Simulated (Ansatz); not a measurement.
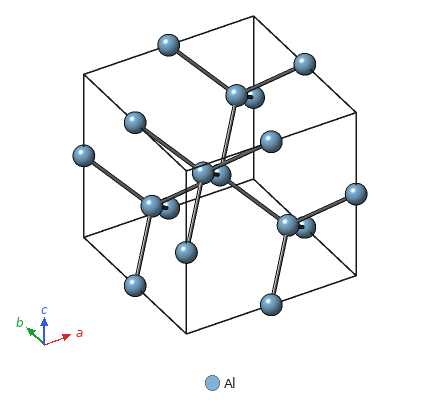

Al (Fd-3m, No. 227): the input geometry of an electronic-structure calculation (not necessarily at equilibrium); the starting structure was generated, so it need not be a known form of this composition.

```cif
data_structure
_symmetry_space_group_name_H-M 'P 1'
_symmetry_Int_Tables_number 1
_cell_length_a 6.1583
_cell_length_b 6.1583
_cell_length_c 6.1583
_cell_angle_alpha 90.000
_cell_angle_beta 90.000
_cell_angle_gamma 90.000
_cell_volume 233.55
loop_
_atom_site_label
_atom_site_type_symbol
_atom_site_fract_x
_atom_site_fract_y
_atom_site_fract_z
_atom_site_occupancy
Al1 Al 0.75000 0.75000 0.75000 1
Al2 Al 0.00000 0.50000 0.00000 1
Al3 Al 0.75000 0.25000 0.25000 1
Al4 Al 0.00000 0.00000 0.50000 1
Al5 Al 0.25000 0.75000 0.25000 1
Al6 Al 0.50000 0.50000 0.50000 1
Al7 Al 0.25000 0.25000 0.75000 1
Al8 Al 0.50000 0.00000 0.00000 1
```

Question: What will a HAADF-like image along [001] show? The image is simulated as a sum over atoms of Z^1.7, blurred by a 1.11 Å probe (no channelling). The probe carries 25 % of its weight in a tail 2.5 times as wide. Shot noise was added.

Answer: The columns repeat on a square net with a repeat of 2.18 Å (plane group p4mm). All columns are alike (Al). The shortest distance between visible columns is 2.18 Å in projection. Along the beam the structure repeats every 6.16 Å.

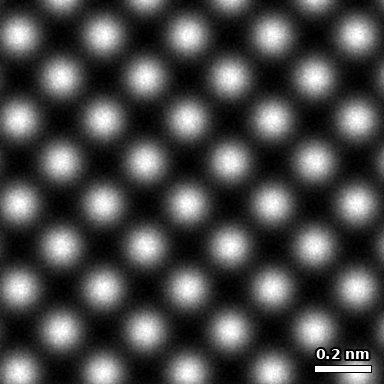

The simulated image.
